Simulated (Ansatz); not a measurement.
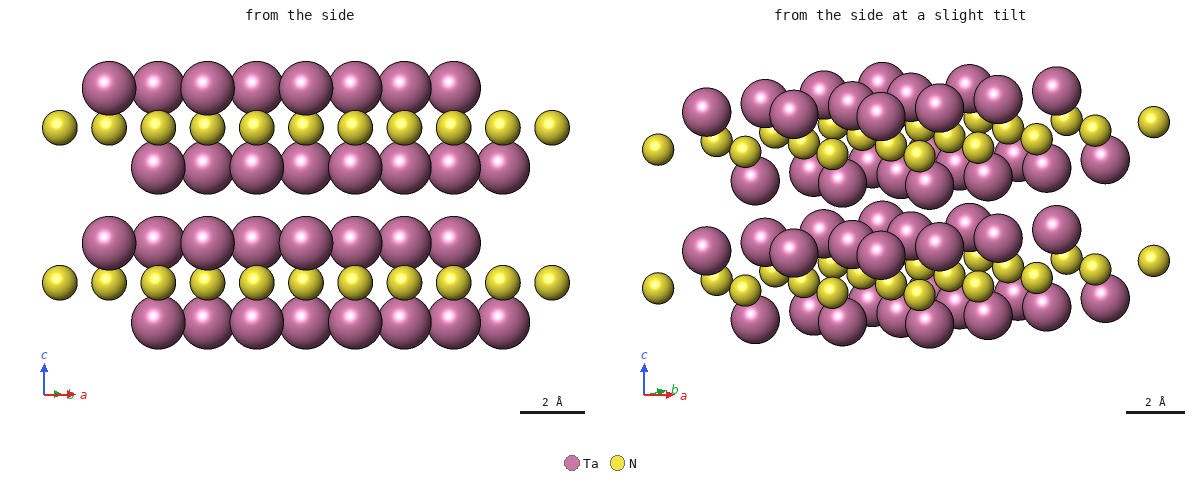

A spheres-only picture of a periodic slab, seen from the side and from the side at a slight tilt. The surface normal points up in side views; the vacuum is left out. 3×4 cells are drawn in the plane, with atoms at the edges repeated.

The cell holds 4 Ta, 2 N.

Q: What is exposed at the top and at the bottom?

A: The top face ends in Ta, the bottom face in Ta. The two faces are alike.

Q: How thick is it?

A: About 7 Å from the lowest to the highest atom.

Q: Go down through the slab and list the planes.

A: Six planes: Ta / N / Ta / Ta / N / Ta.

Provenance: a structure listed in the Materials Project. The cell was then strained or its atoms displaced on purpose. An electronic-structure calculation with Ansatz was run on it.
